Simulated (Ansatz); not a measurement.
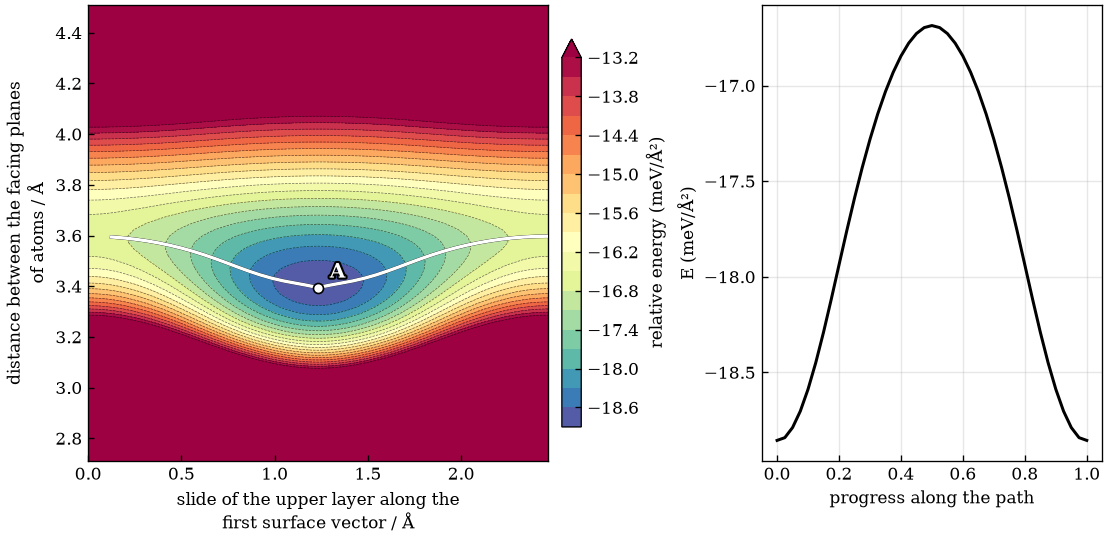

A bilayer of two C sheets (4 atoms in the cell). The upper layer of a bilayer is slid along a line and lifted, both layers rigid. The first coordinate is: slide of the upper layer along the first surface vector, from C3 above C1; the second: distance between the facing planes of atoms. The scan uses a 6 × 6 grid; 24 points were computed and 12 follow by symmetry. Points are written as (first, second). Energies are in meV/Å², from the two layers apart. Method: DFT PBE+D3(BJ), scalar-relativistic, plane waves, PAW (Ansatz 0.2.0). Settings: cutoff 420 eV, k-mesh 15×15×1, gaussian smearing 0.1 eV, no spin polarisation.

The picture shows filled contours, a line along the lowest path, one colour for all values above the top of the scale, the energy along the path at the right, the start A. Between grid points the surface is interpolated.

### Describe the path and its barrier.

The easiest path leads from the well at about (1.23 Å, 3.39 Å) to its copy one period on. Its highest point lies about 2.2 meV/Å² above the bottom of the first well on the interpolated surface, at about (2.47 Å, 3.60 Å). This is the barrier on the constrained surface; relaxing the other coordinates would change it.

PAW datasets: the set soft_1.
